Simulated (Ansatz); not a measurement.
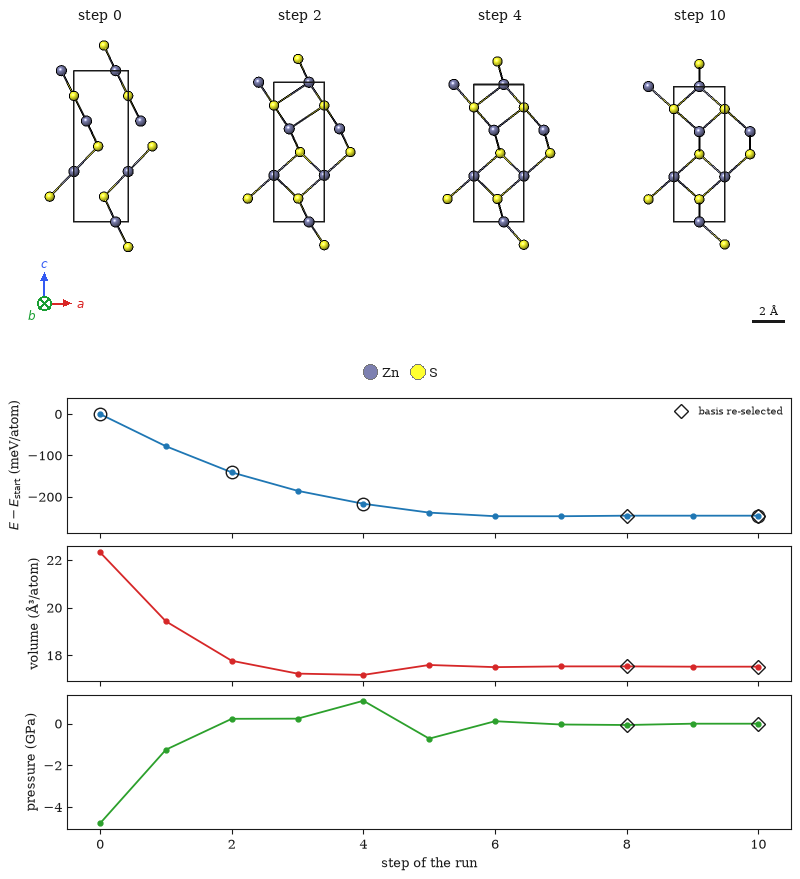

Frames of a relaxation of crystalline ZnS (a generated structure, set up in P3_221), marked on the history of the run. Style: ball-and-stick. Shown: the cell of the calculation, along the b axis.

Case: Hg → Zn, O → S on all its sites, cell and atoms relaxed.

Computed with Ansatz 0.2.0, DFT PBE+D3(BJ), scalar-relativistic, plane waves, PAW.

The input:
```yaml
crystal:
  lattice:
    - [4.0019754063, 0.0, 0.0]
    - [-2.0009877032, 3.4658123672, 0.0]
    - [0.0, 0.0, 9.6594519293]
  atoms:
    - { symbol: Zn, position: [0.7686386684, 0.7686386684, 0.0] }
    - { symbol: Zn, position: [0.2313613316, 0.0, 0.6666666667] }
    - { symbol: Zn, position: [0.0, 0.2313613316, 0.3333333333] }
    - { symbol: S, position: [0.4465535631, 0.4465535631, 0.5] }
    - { symbol: S, position: [0.5534464369, 0.0, 0.1666666667] }
    - { symbol: S, position: [0.0, 0.5534464369, 0.8333333333] }
basis:
  ecutwfc: 420
kpoints:
  mp_grid: { grid: [12, 12, 4] }
hamiltonian:
  xc: pbe
  dispersion: d3bj
scf:
  occupations: { method: gaussian, width: 0.02 }
output:
  forces: true
  stress: true
  eigenvalues: true
relax:
  adjacent_minimum: "off"
  f_tol: 0.01
  max_steps: 60
  cell: { stress_tol: 0.1 }
```

Launched with:
```bash
ansatz run input.yaml --threads 1 --pin off --max-ram 2560MiB --backend cpu --events-out ev --progress --plain --runs-dir out
```

Question: Describe the path.

Answer: After 8 accepted moves (10 points after the start) the energy has fallen by 245 meV per atom. The largest force component goes from 0.16 to 0.00021 eV/Å. The pressure goes from −4.77 to 0.00 GPa. At 2 points the geometry stayed and the basis and grid were re-selected for the new cell (energy shift of 1.3 meV per atom at most each time). The largest moves relative to the cell, 1.01 Å, are those of Zn1, Zn2 and Zn3. Zn1 goes along [−1 −1 0]. By element the largest moves are Zn 1.01 Å, S 0.20 Å. The drawn cell changes as follows: a = b 4.002 → 3.748 Å (−6.4 %), c 9.659 → 8.646 Å (−10.5 %); the volume changes by −21.5 %. Among the contacts that change: Zn1–S5 3.185 → 2.364 Å, Zn1–S5 (another image) 2.233 → 2.364 Å. New bonds form: Zn1–S5 (3.19 → 2.36 Å), Zn1–S6 (3.19 → 2.36 Å), Zn2–S4 (3.19 → 2.36 Å), Zn2–S6 (3.19 → 2.36 Å). Bond angles that change, for instance: S5–Zn1–S6 178.3° → 133.3°, Zn1–S5–Zn3 107.3° → 133.3°. The space group (tolerance 0.01 Å) goes from P3_221 (No. 154) to P6_222 (No. 180). From step 0 to 2: Zn and S atoms move most (0.27 Å), volume −20.4 %, energy −141 meV per atom. From step 2 to 4: Zn atoms move most (0.36 Å), volume −3.3 %, energy −75.8 meV per atom. From step 4 to 10: Zn atoms move most (0.37 Å), volume +2.0 %, energy −28.8 meV per atom.

```csv
step,"E − E(0), meV/atom","largest force component, eV/Å","pressure, GPa","volume, Å³/atom",note
0,0.00,0.1592,-4.77,22.330,
1,-77.65,0.3510,-1.24,19.432,
2,-140.76,0.4619,0.23,17.777,
3,-185.29,0.4028,0.24,17.237,
4,-216.57,0.2953,1.10,17.183,
5,-237.95,0.1479,-0.72,17.600,
6,-246.66,0.0100,0.12,17.509,
7,-246.71,0.0011,-0.04,17.541,
8,-245.36,0.0011,-0.06,17.541,"same geometry, new basis"
9,-245.37,0.0002,0.00,17.529,
10,-245.37,0.0002,0.00,17.529,"same geometry, new basis"
```
